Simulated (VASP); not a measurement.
## A series of single points on Bi

System: Bi (C2/m, 2 atoms in the cell).
Method: Kohn-Sham DFT of a periodic cell, PBEsol, VASP PAW PBE potentials, recommended, no spin polarisation (VASP 6.6.1).

The 7 runs differ only in the geometry, by an even scaling of the cell at fixed fractional positions. The structure derives from a Materials Project entry.

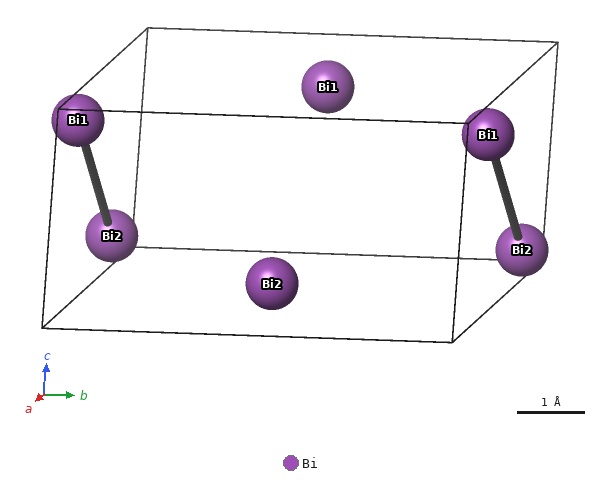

Figure 1. The structure of run 4 (ball-and-stick view of the cell 2 times as large as that of the calculation, set on its symmetry axes, seen slightly off an axis; atoms are numbered from 1 in the order of the input).

### INCAR of run 4
```
  PREC = Accurate
  ENCUT = 520
  EDIFF = 1E-7
  ISMEAR = -1
  SIGMA = 0.05
  LREAL = False
  LASPH = True
  NELM = 60
  ALGO = Normal
  ISIF = 2
  LWAVE = False
  LCHARG = True
  GGA = PS
  LELF = True
  LVHAR = True
  NBANDS = 22
```

### KPOINTS of run 4
```
Automatic mesh
0
Gamma
  6 6 9
```

### POSCAR of run 4
```
Bi
1.0
    3.4885980000     -3.1325780000      0.0000000000
    3.4885980000      3.1325780000      0.0000000000
   -1.2602350000      0.0000000000      3.1135500000
Bi
2
Direct
    0.7530610000      0.7530610000      0.8573820000
    0.2469390000      0.2469390000      0.1426180000
```

Command:
```bash
cat potpaw_PBE.64/Bi_d/POTCAR > POTCAR
mpirun -np 1 vasp_std > vasp.out
```

Lattice vectors (Å) and fractional positions of run 4:
```
   3.488598   -3.132578    0.000000
   3.488598    3.132578    0.000000
  -1.260235    0.000000    3.113550
Bi  0.753061  0.753061  0.857382
Bi  0.246939  0.246939  0.142618
```

Run 5 has the same physical settings and fractional positions; its lattice vectors (Å) are:
```
   3.511702   -3.153324    0.000000
   3.511702    3.153324    0.000000
  -1.268581    0.000000    3.134170
```

### Results, with one run withheld

```tsv
run	volume per atom (Å³)	free energy per atom, from the lowest run given (meV)	pressure (GPa)
1	31.984	0.47	0.62
2	32.665	0.00	−0.56
3	33.345	4.26	−1.60
4	34.026	12.71	−2.53
5	34.706	?	?
6	35.387	40.37	−4.08
7	36.067	58.78	−4.73
```

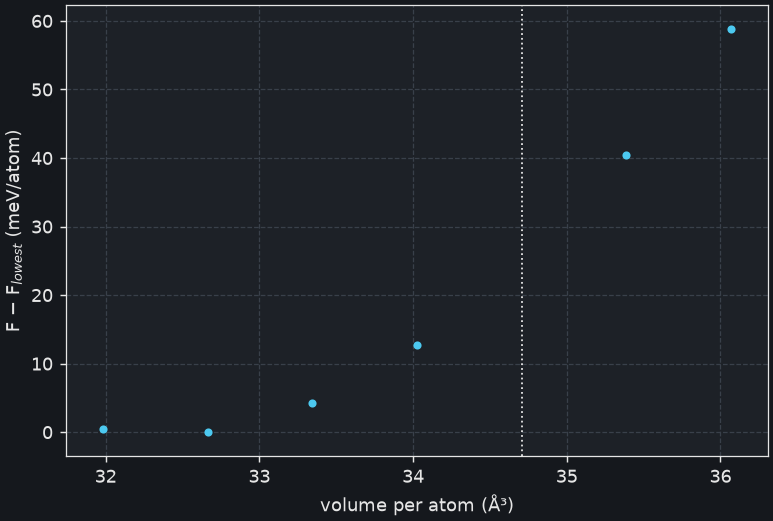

Figure 2. Free energy per atom of the runs given; the dotted line marks run 5.

What should run 5 give?

A cubic polynomial in V^(−2/3) (the Birch–Murnaghan form), fitted to the 6 runs given, misses them by under 0.01 meV per atom. With x = V^(−2/3) − 0.09554 Å⁻², it reads F = 10.327 − 7407 x + 1.2652e+06 x² + 4.237e+06 x³ (meV per atom). At run 5 it gives 24.88 meV per atom, and the run itself gives 24.88. The slope of the fit gives a pressure −dF/dV of −3.27 GPa there, and the run prints −3.35 GPa. The two needn't agree exactly: the fit is approximate, and the printed stress is taken on a finite basis. The fit has its minimum at 32.385 Å³ per atom, where V d²F/dV² gives 55.5 GPa. Cell shape and fractional positions are held, so this is the stiffness under even scaling; the relaxed bulk modulus wasn't computed.

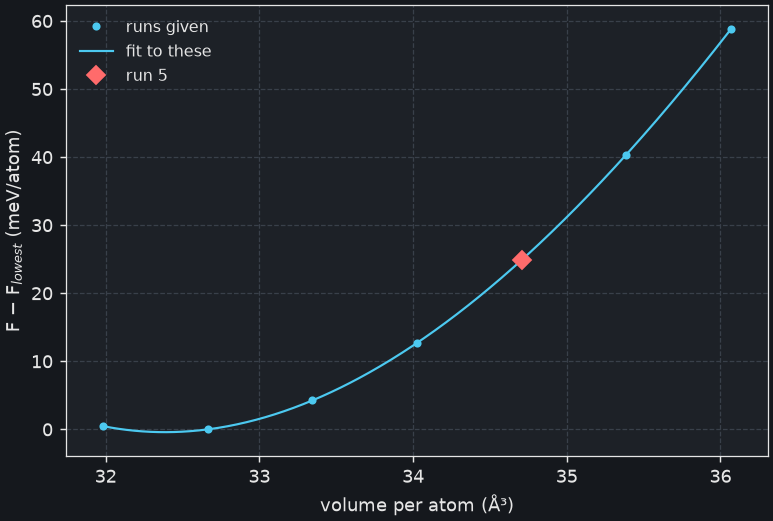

Figure 3. The fit and the withheld run.

### OSZICAR and lines of OUTCAR (run 5)
```
N       E                     dE             d eps       ncg     rms          rms(c)
DAV:   1     0.300570619173E+03    0.30057E+03   -0.16270E+04  4274   0.164E+03
DAV:   2     0.165309793868E+02   -0.28404E+03   -0.27704E+03  4328   0.433E+02
DAV:   3    -0.767073710851E+01   -0.24202E+02   -0.23914E+02  5156   0.140E+02
DAV:   4    -0.849234332114E+01   -0.82161E+00   -0.82118E+00  5160   0.282E+01
DAV:   5    -0.852750479511E+01   -0.35161E-01   -0.35160E-01  6126   0.531E+00    0.783E-01
DAV:   6    -0.851812122947E+01    0.93836E-02   -0.24727E-02  5412   0.174E+00    0.458E-01
DAV:   7    -0.851613176674E+01    0.19895E-02   -0.12700E-02  5434   0.127E+00    0.125E-01
DAV:   8    -0.851611399601E+01    0.17771E-04   -0.11433E-03  5038   0.431E-01    0.118E-02
DAV:   9    -0.851611701201E+01   -0.30160E-05   -0.43494E-05  6298   0.592E-02    0.609E-03
DAV:  10    -0.851611587757E+01    0.11344E-05   -0.19827E-06  5774   0.132E-02    0.714E-04
DAV:  11    -0.851611593895E+01   -0.61379E-07   -0.25649E-07  4312   0.565E-03
   1 F= -.85161159E+01 E0= -.85119164E+01  d E =-.839903E-02
[... from OUTCAR:]
  free energy    TOTEN  =        -8.51611594 eV
  energy without entropy =       -8.50771691  energy(sigma->0) =       -8.51191642
 E-fermi :   6.3513     XC(G=0):  -9.8483     alpha+bet :-11.2563
  free  energy   TOTEN  =        -8.5161159389 eV
  energy  without entropy=       -8.5077169061  energy(sigma->0) =       -8.51191642
```

Notes: Spin–orbit coupling is left out, which matters for Bi.
